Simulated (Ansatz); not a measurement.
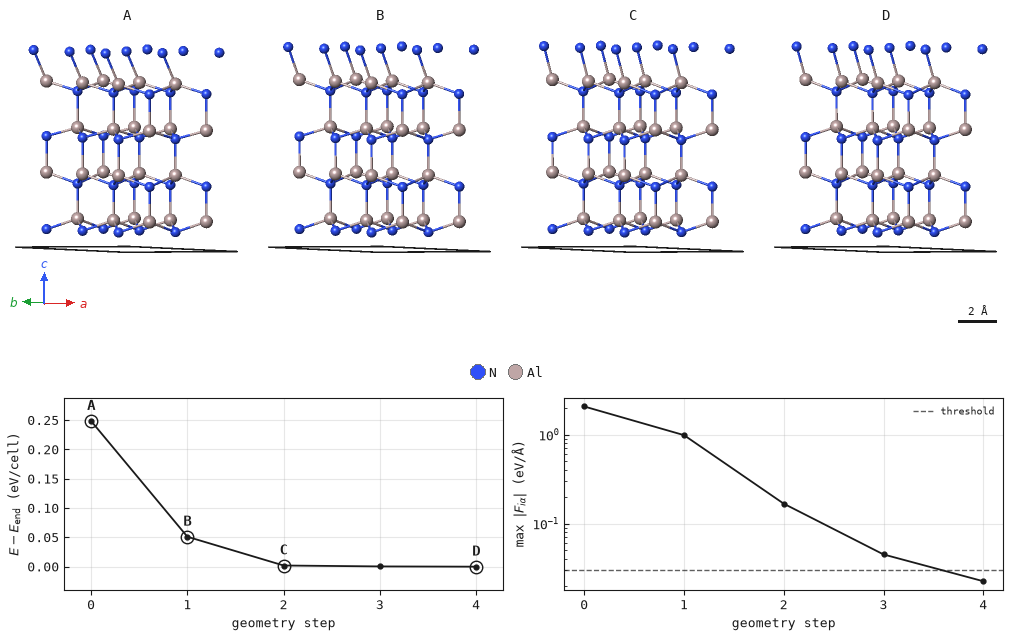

Frames of a constrained relaxation of a slab of composition Al₄N₅ (cut from the P6_3mc phase), marked on the history of the run. Style: ball-and-stick. Shown: the 2 × 3 repeat of the cell, outlined in the plane, without the vacuum, from a free direction.

Case: N put at a bridge N-Al site. The slab is the (0 0 1) face of AlN with N on it. 4 atoms are held fixed.

Computed with DFT r2SCAN, scalar-relativistic, plane waves, PAW in Ansatz 0.2.0. Settings: plane-wave cutoff 500 eV; k-point mesh 9 × 9 × 1; occupations gaussian; smearing width 0.05 eV; collinear spin; dipole correction; atoms relaxed in a fixed cell; force threshold 0.03 eV/Å; at most 70 steps.

Q: Describe the path.

A: After 4 geometry steps the energy has fallen by 0.249 eV per cell of the calculation. Largest force component: 2.1 eV/Å at the start, 0.023 eV/Å at the end. The atom that moves furthest is an N atom (0.33 Å at 56° to the normal (+c side)). By element the largest moves are N 0.33 Å, Al 0.08 Å. The lattice vectors keep their values. Among the contacts that change: Al–N 1.976 → 1.895 Å, Al–N 1.955 → 1.897 Å, Al–N 1.865 → 1.911 Å, Al–N 1.858 → 1.890 Å. Among the angles between lasting bonds that change: N–Al–N 78.1° → 89.5°, N–Al–N 105.1° → 108.5°, Al–N–Al 105.1° → 108.4°. Cost: 100 s on 2 threads of AMD EPYC 9R45 96-Core Processor (Zen 5) (shared host), peak memory 1.2 GiB. From step 0 to 1: an N atom moves most (0.19 Å), energy −0.197 eV per cell of the calculation. From step 1 to 2: an N atom moves most (0.20 Å), energy −49.1 meV per cell of the calculation. From step 2 to 4: an N atom moves most (0.03 Å), energy −2.0 meV per cell of the calculation.

```
step  E − E(0), meV/atom  largest force component, eV/Å
   0                0.00                         2.0734
   1              -21.94                         0.9877
   2              -27.40                         0.1677
   3              -27.57                         0.0451
   4              -27.62                         0.0226
```

Limits of the set-up: the periodic images lie only 3.1 Å apart, so the values are limited by the cell's size.
